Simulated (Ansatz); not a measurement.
Geometry relaxation of Ni$_{3}$Si (part 1 of 2)

System: Ni$_{3}$Si (8 atoms in the cell).
Method: DFT PBE, scalar-relativistic, plane waves, PAW, no spin polarisation (Ansatz 0.2.0).

The structure was made by a generator, so it may or may not be a known phase. Figures and captions count atoms from 1; the log counts them from 0 in places.

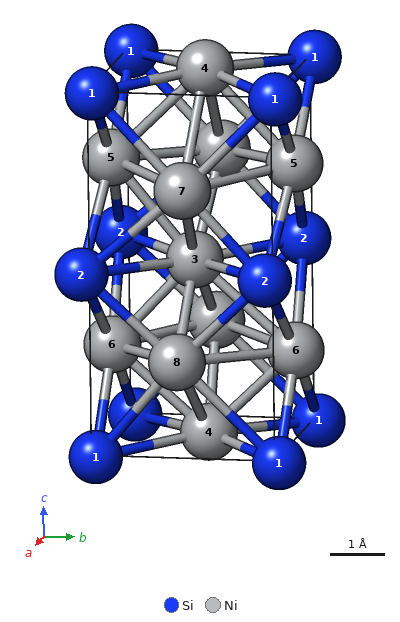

**Figure 1.** The input geometry (ball-and-stick view of the cell of the calculation, set on other vectors, seen slightly off an axis; atoms are numbered from 1 in the order of the input). An atom can appear more than once, as a periodic image.

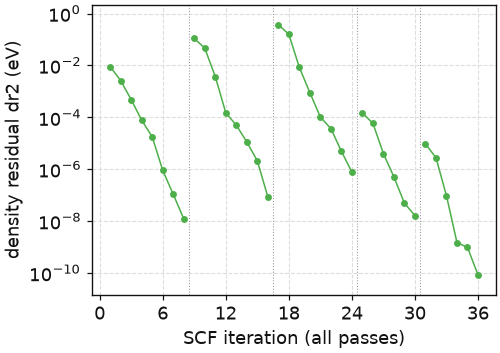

**Figure 2.** Convergence of the self-consistent field: density residual dr2 against the SCF iteration. The dotted lines part the SCF passes of the relaxation: geometry steps, rejected trials and re-solves on a re-selected basis. The 5 passes take 6 to 8 iterations each, 36 in all.

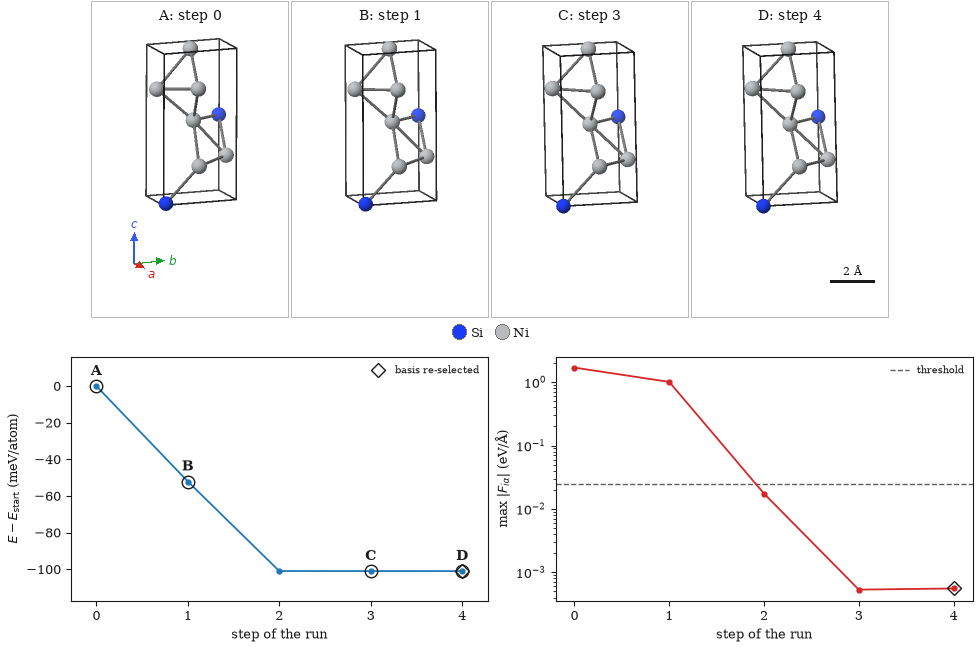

**Figure 3.** Frames of the relaxation (ball-and-stick view of the cell of the calculation, seen slightly off an axis) above the curves, on which the letters mark them (the first geometry is step 0 here and step 1 in the log).

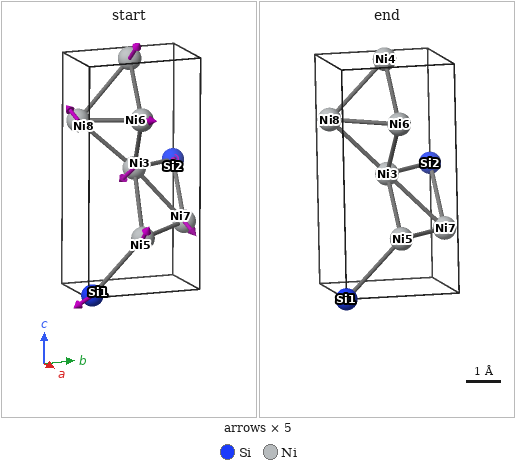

**Figure 4.** Before (left) and after (right) the relaxation, at one scale (ball-and-stick view of the cell of the calculation, seen slightly off an axis). The pink arrows give the displacements (without the part carried along by the change of the cell), magnified 5 times. After 3 geometry steps the energy has fallen by 101 meV per atom. Largest force component: 1.7 eV/Å at the start, 0.00056 eV/Å at the end. Pressure: 6.45 GPa at the start and 0.10 GPa at the end. The largest moves relative to the cell, 0.18 Å, are those of Ni3 and Ni4. Largest moves by element: Ni 0.18 Å, Si 0.16 Å. The volume changes by +0.5 %, with a 3.508 → 3.506 Å (0.0 %), b 3.459 → 3.505 Å (+1.3 %), c 7.081 → 7.013 Å (−0.9 %), α 87.2° → 90.0°, β 88.9° → 90.0°. Among the contacts that change: Ni3–Ni5 2.790 → 2.480 Å, Si1–Ni6 2.733 → 2.479 Å, Ni6–Ni8 2.260 → 2.479 Å, Si1–Ni8 2.690 → 2.480 Å. The space group (tolerance 0.01 Å) goes from P1 (No. 1) to Pm-3m (No. 221). A last SCF at the same geometry on a re-selected plane-wave basis shifts the energy by next to nothing (0.0 meV per atom). (Atoms are counted from 1 in the order of the input.)

The input and output of the run follow.

The input
```yaml
crystal:
  lattice:
    - [0.0330255434, 3.5074136927, 0.0017912463]
    - [0.0846800651, 0.0017912463, 3.458282519]
    - [7.0781959617, 0.0660510869, 0.1693601302]
  atoms:
    - { symbol: Si, position: [-0.0164524398, 0.0379888674, 0.0092238646] }
    - { symbol: Si, position: [0.0400132711, -0.0132979283, 0.5023830986] }
    - { symbol: Ni, position: [0.5366169199, 0.5187702074, 0.5144303397] }
    - { symbol: Ni, position: [0.4627187827, 0.4906048154, -0.0159270614] }
    - { symbol: Ni, position: [-0.0188933764, 0.492615507, 0.238519657] }
    - { symbol: Ni, position: [0.9822418448, 0.4766879647, 0.7504793282] }
    - { symbol: Ni, position: [0.4835695568, 0.9827240131, 0.262519653] }
    - { symbol: Ni, position: [0.5301854409, 1.0139065532, 0.7383711203] }
basis:
  ecutwfc: 420
kpoints:
  mp_grid: { grid: [6, 6, 4] }
hamiltonian:
  xc: pbe
scf:
  occupations: { method: gaussian, width: 0.2 }
  lower_state_search: "off"
output:
  forces: true
  stress: true
  eigenvalues: true
relax:
  adjacent_minimum: "off"
  f_tol: 0.025
  max_steps: 60
  cell: { stress_tol: 0.25 }
```

Command:
```bash
ansatz run input.yaml --threads 1 --pin off --max-ram 2560MiB --backend cpu --events-out ev --progress --plain --runs-dir out
```

The program's output
```
Engine: ansatz 0.2.0, x86_64-unknown-linux-gnu
Pseudopotentials: kind: paw
Pseudopotential: Si, paw, valence charge 4, recommended cutoff 420 eV (normal), Si.paw.azcp
Pseudopotential: Ni, paw, valence charge 18, recommended cutoff 420 eV (normal), Ni.paw.azcp
Functional definition: PBE
  parameter kappa = 0.804
  parameter beta = 0.06672455060314922
  exchange = pbe_x(kappa = kappa, mu = beta*pi^2/3)
  correlation = pbe_c(beta = beta)
Crystal: 8 atoms, lattice volume = 85.798 Å³
Basis set: ecut = 420 eV, 1663 PW (Γ), exchange–correlation on 48×48×96 points (8 copies of the dense FFT grid, shifted against one another)
Bands: 70, of which v1, the nominal top of the filled ones, is band 58 counted from 1 (57 counted from 0)
Symmetry: 1 space group operations
Space group: P1 (ITA 1), of the structure as read, at distance tolerance 4.4e-5 Å
k-points: 76 of 144 (time reversal used)
Non-local potential: Si, projectors of the file, l = 0: 2, l = 1: 2, l = 2: 2
Non-local potential: Ni, projectors of the file, l = 0: 3, l = 1: 2, l = 2: 3, l = 3: 1
PAW form: soft (Blöchl's): semilocal exchange-correlation on the pseudo side does not see the compensation charge
PAW one-centre angular grid: Si, 110 points (default); XC on 64 Gauss nodes
PAW one-centre angular grid: Ni, 590 points (default); XC on 64 Gauss nodes
Initial density: superposition of atomic densities (neutral atoms: chi_scale 0, normalization atom), corrected by the library's trained network
Initial wavefunctions: pseudopotential atomic-orbital guess
Functional: x = pbe(κ = 0.804, μ = 0.2195149727645171), c = pbe(β = 0.06672455060314922)
SCF iter   1: F=—  HF=-36312.828741 eV  |F-HF|=—  |Δ(HF+E_count)|=         —  Δρ=4.49e-3  dr2=9.04e-3  ethr=1.77e-3  ⟨swp⟩=5.2  Hψ=18128  notcnv=0
preconditioner: auto → Kerker (q_TF=auto, 2.869 Å⁻¹)  [metal: Δε(μ)=0.017 eV  Ē_g=7.406 eV  σ=0.200 eV  W_gap=0.05  n_scr=38 (ndim 8)  ℏωp=33.1 eV  f_vac=0.000  D(μ)=3.69/eV (n_scr^D=38)]
SCF iter   2: F=—  HF=-36312.827613 eV  |F-HF|=—  |Δ(HF+E_count)|=   1.13e-3  Δρ=2.22e-3  dr2=2.60e-3  ethr=7.79e-6  ⟨swp⟩=2.0  Hψ=9407  notcnv=0
SCF iter   3: F=—  HF=-36312.827323 eV  |F-HF|=—  |Δ(HF+E_count)|=   2.90e-4  Δρ=6.91e-4  dr2=4.82e-4  ethr=2.25e-6  ⟨swp⟩=2.5  Hψ=7349  notcnv=0
SCF iter   4: F=—  HF=-36312.827249 eV  |F-HF|=—  |Δ(HF+E_count)|=   7.33e-5  Δρ=2.09e-4  dr2=7.78e-5  ethr=4.16e-7  ⟨swp⟩=2.5  Hψ=7754  notcnv=0
SCF iter   5: F=—  HF=-36312.827271 eV  |F-HF|=—  |Δ(HF+E_count)|=   2.18e-5  Δρ=1.35e-4  dr2=1.78e-5  ethr=6.71e-8  ⟨swp⟩=2.1  Hψ=7605  notcnv=0
SCF iter   6: F=—  HF=-36312.827269 eV  |F-HF|=—  |Δ(HF+E_count)|=   2.53e-6  Δρ=4.32e-5  dr2=9.11e-7  ethr=1.54e-8  ⟨swp⟩=2.1  Hψ=7479  notcnv=0
SCF iter   7: F=—  HF=-36312.827269 eV  |F-HF|=—  |Δ(HF+E_count)|=   4.75e-9  Δρ=1.05e-5  dr2=1.09e-7  ethr=7.85e-10  ⟨swp⟩=2.1  Hψ=8466  notcnv=0
SCF iter   8: F=-36312.827269 eV  HF=-36312.827269 eV  |F-HF|=1.53e-8  |Δ(HF+E_count)|=   1.32e-8  Δρ=3.82e-6  dr2=1.24e-8  ethr=8.62e-11  ⟨swp⟩=8.2  Hψ=23218  notcnv=0
SCF 1 converged in 8 iterations: F = -36312.827269 eV  dr2 = 1.24e-8
  greatest PAW one-centre occupation: 1.001 electrons in one spin orbital (limit 2), on the Ni atom at site 7 (counted from 0), in its partial waves of l = 1
relax step   1: F+E_penalty+E_count = -36312.82726864 eV  Δ(F+E_penalty+E_count) = +0.000e0 eV  max|allowed force component| = 1.697e0 eV/Å  Δτ_max = 0.0000 Å  P = +6.453 GPa  Ω = 85.798 Å³  (8 SCF iters, dr2 threshold 1.00e-7 eV, accepted)
Crystal: 8 atoms, lattice volume = 85.960 Å³
Basis set: ecut = 420 eV, 1671 PW (Γ), exchange–correlation on 48×48×96 points (8 copies of the dense FFT grid, shifted against one another)
Initial density: handed on by an earlier stage of this run
Initial wavefunctions: those handed on with the density
iter 1 solved again at ethr=9.58e-5 eV; its pass at ethr=3.10e-3 eV (dr2=1.11e-1 eV) is discarded
SCF iter   1: F=—  HF=-36313.259898 eV  |F-HF|=—  |Δ(HF+E_count)|=         —  Δρ=9.50e-3  dr2=1.11e-1  ethr=9.58e-5  ⟨swp⟩=1.7  Hψ=24668  notcnv=0
preconditioner: auto → Kerker (q_TF=auto, 2.868 Å⁻¹)  [metal: Δε(μ)=0.008 eV  Ē_g=7.377 eV  σ=0.200 eV  W_gap=0.02  n_scr=38 (ndim 8)  ℏωp=33.0 eV  f_vac=0.000  D(μ)=3.71/eV (n_scr^D=38)]
SCF iter   2: F=—  HF=-36313.251254 eV  |F-HF|=—  |Δ(HF+E_count)|=   8.64e-3  Δρ=5.22e-3  dr2=4.65e-2  ethr=9.54e-5  ⟨swp⟩=1.0  Hψ=5320  notcnv=0
SCF iter   3: F=—  HF=-36313.244126 eV  |F-HF|=—  |Δ(HF+E_count)|=   7.13e-3  Δρ=1.30e-3  dr2=3.75e-3  ethr=4.01e-5  ⟨swp⟩=2.8  Hψ=8419  notcnv=0
SCF iter   4: F=—  HF=-36313.243878 eV  |F-HF|=—  |Δ(HF+E_count)|=   2.48e-4  Δρ=4.58e-4  dr2=1.50e-4  ethr=3.24e-6  ⟨swp⟩=1.1  Hψ=5443  notcnv=0
SCF iter   5: F=—  HF=-36313.243905 eV  |F-HF|=—  |Δ(HF+E_count)|=   2.71e-5  Δρ=1.65e-4  dr2=5.02e-5  ethr=1.29e-7  ⟨swp⟩=2.0  Hψ=8882  notcnv=0
SCF iter   6: F=—  HF=-36313.243902 eV  |F-HF|=—  |Δ(HF+E_count)|=   3.55e-6  Δρ=8.34e-5  dr2=1.13e-5  ethr=4.32e-8  ⟨swp⟩=1.4  Hψ=6135  notcnv=0
SCF iter   7: F=—  HF=-36313.243901 eV  |F-HF|=—  |Δ(HF+E_count)|=   6.21e-7  Δρ=4.83e-5  dr2=2.12e-6  ethr=9.72e-9  ⟨swp⟩=2.2  Hψ=8079  notcnv=0
SCF iter   8: F=-36313.243901 eV  HF=-36313.243901 eV  |F-HF|=9.74e-8  |Δ(HF+E_count)|=   2.54e-7  Δρ=9.34e-6  dr2=8.70e-8  ethr=6.90e-10  ⟨swp⟩=5.8  Hψ=22775  notcnv=0
SCF 2 converged in 8 iterations: F = -36313.243901 eV  dr2 = 8.70e-8
  greatest PAW one-centre occupation: 1.001 electrons in one spin orbital (limit 2), on the Ni atom at site 4 (counted from 0), in its partial waves of l = 1
relax step   2: F+E_penalty+E_count = -36313.24390084 eV  Δ(F+E_penalty+E_count) = -4.166e-1 eV  max|allowed force component| = 1.009e0 eV/Å  Δτ_max = 0.0625 Å  P = +3.443 GPa  Ω = 85.960 Å³  energy of the carried Pulay correction = -5.958e-5 eV  (8 SCF iters, dr2 threshold 8.00e-7 eV, accepted)
Crystal: 8 atoms, lattice volume = 86.310 Å³
Basis set: ecut = 420 eV, 1699 PW (Γ), exchange–correlation on 48×48×96 points (8 copies of the dense FFT grid, shifted against one another)
iter 1 solved again at ethr=3.21e-4 eV; its pass at ethr=3.10e-3 eV (dr2=3.72e-1 eV) is discarded
SCF iter   1: F=—  HF=-36313.731040 eV  |F-HF|=—  |Δ(HF+E_count)|=         —  Δρ=1.93e-2  dr2=3.74e-1  ethr=3.21e-4  ⟨swp⟩=1.8  Hψ=24363  notcnv=0
preconditioner: auto → Kerker (q_TF=auto, 2.866 Å⁻¹)  [metal: Δε(μ)=0.041 eV  Ē_g=7.348 eV  σ=0.200 eV  W_gap=0.11  n_scr=38 (ndim 8)  ℏωp=33.0 eV  f_vac=0.000  D(μ)=3.68/eV (n_scr^D=38)]
SCF iter   2: F=—  HF=-36313.677798 eV  |F-HF|=—  |Δ(HF+E_count)|=   5.32e-2  Δρ=1.10e-2  dr2=1.59e-1  ethr=3.21e-4  ⟨swp⟩=1.0  Hψ=5320  notcnv=0
SCF iter   3: F=—  HF=-36313.636756 eV  |F-HF|=—  |Δ(HF+E_count)|=   4.10e-2  Δρ=2.72e-3  dr2=8.45e-3  ethr=1.37e-4  ⟨swp⟩=2.1  Hψ=8449  notcnv=0
SCF iter   4: F=—  HF=-36313.635089 eV  |F-HF|=—  |Δ(HF+E_count)|=   1.67e-3  Δρ=1.11e-3  dr2=9.00e-4  ethr=7.28e-6  ⟨swp⟩=2.1  Hψ=8859  notcnv=0
SCF iter   5: F=—  HF=-36313.634980 eV  |F-HF|=—  |Δ(HF+E_count)|=   1.09e-4  Δρ=3.25e-4  dr2=1.03e-4  ethr=7.76e-7  ⟨swp⟩=2.5  Hψ=9189  notcnv=0
SCF iter   6: F=—  HF=-36313.634849 eV  |F-HF|=—  |Δ(HF+E_count)|=   1.31e-4  Δρ=1.25e-4  dr2=3.72e-5  ethr=8.88e-8  ⟨swp⟩=2.0  Hψ=7963  notcnv=0
SCF iter   7: F=—  HF=-36313.634847 eV  |F-HF|=—  |Δ(HF+E_count)|=   2.23e-6  Δρ=5.73e-5  dr2=4.97e-6  ethr=3.21e-8  ⟨swp⟩=1.1  Hψ=5380  notcnv=0
SCF iter   8: F=-36313.634845 eV  HF=-36313.634846 eV  |F-HF|=8.60e-7  |Δ(HF+E_count)|=   5.66e-7  Δρ=2.58e-5  dr2=7.76e-7  ethr=6.90e-10  ⟨swp⟩=7.5  Hψ=28022  notcnv=0
SCF 3 converged in 8 iterations: F = -36313.634845 eV  dr2 = 7.76e-7
  greatest PAW one-centre occupation: 1.001 electrons in one spin orbital (limit 2), on the Ni atom at site 5 (counted from 0), in its partial waves of l = 1
relax step   3: F+E_penalty+E_count = -36313.63484514 eV  Δ(F+E_penalty+E_count) = -3.909e-1 eV  max|allowed force component| = 1.746e-2 eV/Å  Δτ_max = 0.1300 Å  P = -0.154 GPa  Ω = 86.310 Å³  energy of the carried Pulay correction = -1.886e-4 eV  (8 SCF iters, dr2 threshold 8.00e-7 eV, accepted)
Crystal: 8 atoms, lattice volume = 86.208 Å³
iter 1 solved again at ethr=1.45e-7 eV; its pass at ethr=3.10e-3 eV (dr2=1.69e-4 eV) is discarded
SCF iter   1: F=—  HF=-36313.635280 eV  |F-HF|=—  |Δ(HF+E_count)|=         —  Δρ=4.47e-4  dr2=1.48e-4  ethr=1.45e-7  ⟨swp⟩=2.5  Hψ=22739  notcnv=0
preconditioner: auto → Kerker (q_TF=auto, 2.867 Å⁻¹)  [metal: Δε(μ)=0.079 eV  Ē_g=7.353 eV  σ=0.200 eV  W_gap=0.22  n_scr=38 (ndim 8)  ℏωp=33.0 eV  f_vac=0.000  D(μ)=3.74/eV (n_scr^D=38)]
SCF iter   2: F=—  HF=-36313.635134 eV  |F-HF|=—  |Δ(HF+E_count)|=   1.46e-4  Δρ=2.38e-4  dr2=5.88e-5  ethr=1.28e-7  ⟨swp⟩=1.0  Hψ=5320  notcnv=0
SCF iter   3: F=—  HF=-36313.635121 eV  |F-HF|=—  |Δ(HF+E_count)|=   1.31e-5  Δρ=4.81e-5  dr2=4.05e-6  ethr=5.07e-8  ⟨swp⟩=2.2  Hψ=7489  notcnv=0
SCF iter   4: F=—  HF=-36313.635120 eV  |F-HF|=—  |Δ(HF+E_count)|=   4.83e-7  Δρ=2.61e-5  dr2=5.07e-7  ethr=3.49e-9  ⟨swp⟩=2.2  Hψ=8530  notcnv=0
iter 5 did not close the SCF: its close was put off for the readings that it lacked (scf_convergence_deferred on its scf_iter line)
SCF iter   5: F=-36313.635120 eV  HF=-36313.635120 eV  |F-HF|=4.06e-8  |Δ(HF+E_count)|=   7.08e-8  Δρ=7.66e-6  dr2=4.94e-8  ethr=4.37e-10  ⟨swp⟩=2.2  Hψ=8622  notcnv=0
SCF iter   6: F=-36313.635120 eV  HF=-36313.635120 eV  |F-HF|=1.53e-8  |Δ(HF+E_count)|=   3.35e-9  Δρ=2.71e-6  dr2=1.64e-8  ethr=4.26e-11  ⟨swp⟩=2.7  Hψ=18765  notcnv=0
SCF 4 converged in 6 iterations: F = -36313.635120 eV  dr2 = 1.64e-8
```
